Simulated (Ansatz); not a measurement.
System: Co, space group P6_3/mmc (No. 194).

Structure:
```yaml
crystal:
  lattice:
    - [2.45645, 0.00000, 0.00000]
    - [-1.22823, 2.12735, 0.00000]
    - [0.00000, 0.00000, 3.96959]
  atoms:
    - { symbol: Co, position: [0.33333, 0.66667, 0.25000] }
    - { symbol: Co, position: [0.66667, 0.33333, 0.75000] }
```

How it was computed, with Ansatz 0.2.0: energy, stress and cell of a relaxed crystal along a series of strains, atoms and what the cell freedom names relaxed within the symmetry; stress is positive in compression; plane waves with PAW datasets, Γ-centred k mesh; energies extrapolated to zero smearing. Level: PBEsol, collinear spin. The state reached is ferromagnetic.

wave cutoff 420 eV; k mesh 24×24×14; occupations Gaussian; smearing width 0.1 eV; strain kind uniaxial along c; cell freedom lengths a and b free, angles held.

What does the calculation give for the energy change and stress zz against strain? The strain takes the values −2, −1, 0, 1 %.

The energy rises on both sides of the starting structure, which is therefore a minimum along this path. The energy change is 5.40 meV/atom at strain −2 % and 1.39 meV/atom at 1 %; the lowest computed point is at strain 0 % (0.00 meV/atom), and no other minimum shows among the points. The stress zz falls from 8.58 GPa at strain −2 % to −4.08 GPa at 1 %, and changes sign near 0 %. The solid is metallic at every point.

```csv
strain (%),energy change (meV/atom),stress zz (GPa)
-2,5.40,8.58
-1,1.29,4.17
0,0.00,-0.05
1,1.39,-4.08
```

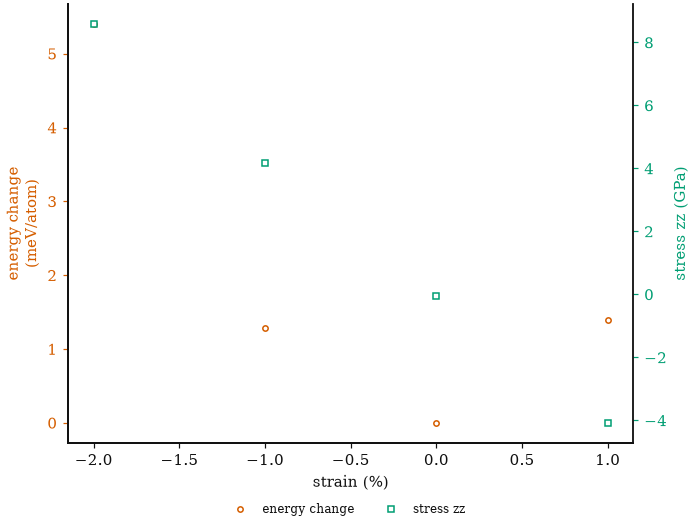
